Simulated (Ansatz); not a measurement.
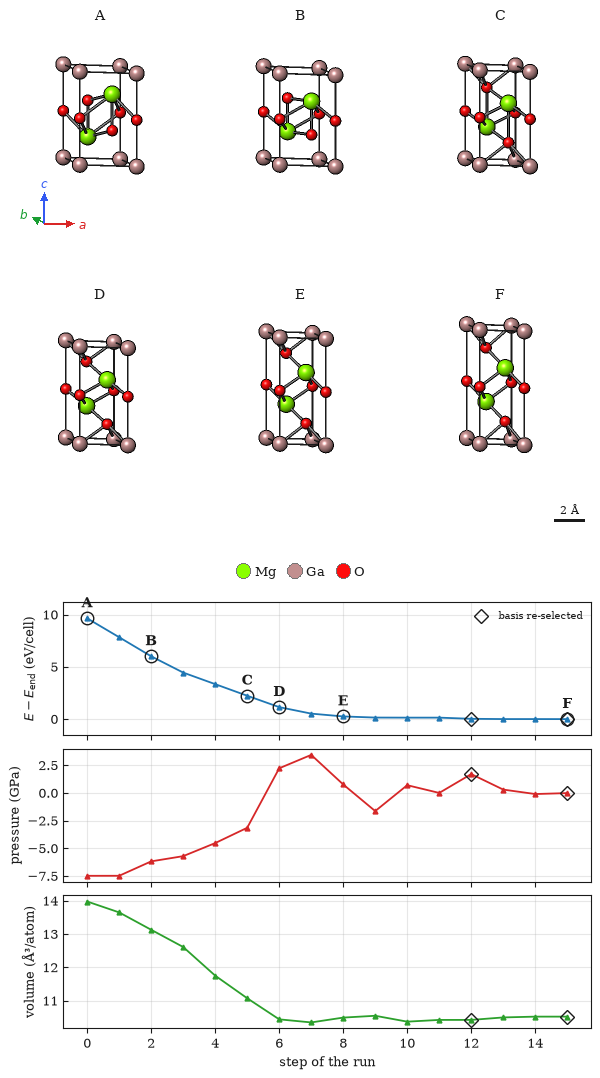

Frames of a relaxation of solid Mg$_{2}$GaO$_{3}$ (built on the Li3LaBi2 type) (coarse preliminary run), marked on the history of the run. The picture is a ball-and-stick view of the cell of the calculation, seen slightly off an axis.

Case: Li3LaBi2 type (P-3m1, No. 164).

These are results of Ansatz 0.2.0, DFT PBE, scalar-relativistic, plane waves, PAW, not measurements. Set-up: plane-wave cutoff 420 eV; k-point mesh 6 × 6 × 4; occupations gaussian; smearing width 0.1 eV; collinear spin; cell and atoms relaxed; force threshold 0.04 eV/Å; at most 70 steps.

**What happens along the run?**

The energy falls by 9.648 eV per cell of the calculation in 13 accepted moves (15 points after the start). Largest force component: 3.6 eV/Å at the start, 0.0062 eV/Å at the end. The pressure goes from −7.47 to −0.01 GPa. At 2 points the geometry stayed and the basis and grid were re-selected for the new cell (energy shift of 0.112 eV per cell of the calculation at most each time). The largest moves relative to the cell, 1.29 Å, are those of O atoms. By element the largest moves are O 1.29 Å, Mg 0.66 Å. Ga stays in place. Cell: a = b 3.923 → 3.078 Å (−21.5 %), c 6.294 → 7.695 Å (+22.3 %). Volume −24.7 %. Near-neighbour distances that change, for instance: Mg–O 2.456 → 3.628 Å, Ga–O 3.177 → 2.286 Å, Mg–O 2.737 → 2.155 Å, Mg–O 2.348 → 2.139 Å. New bonds form, among them: Ga–O (3.18 → 2.29 Å). Bonds break, among them: Mg–O (2.46 → 3.63 Å). Among the angles between lasting bonds that change: Mg–O–Mg 113.3° → 92.0°, O–Mg–O 113.3° → 92.0°. The space group stays P-3m1 (No. 164). The program noted that the starting moments weren't kept. From step 0 to 2: Mg atoms move most (0.38 Å), volume −6.1 %, energy −3.634 eV per cell of the calculation. From step 2 to 5: O atoms move most (0.59 Å), volume −15.7 %, energy −3.776 eV per cell of the calculation. From step 5 to 6: O atoms move most (0.20 Å), volume −5.7 %, energy −1.090 eV per cell of the calculation. From step 6 to 8: Mg atoms move most (0.10 Å), volume +0.5 %, energy −0.892 eV per cell of the calculation. From step 8 to 15: O atoms move most (0.05 Å), volume +0.3 %, energy −0.256 eV per cell of the calculation.
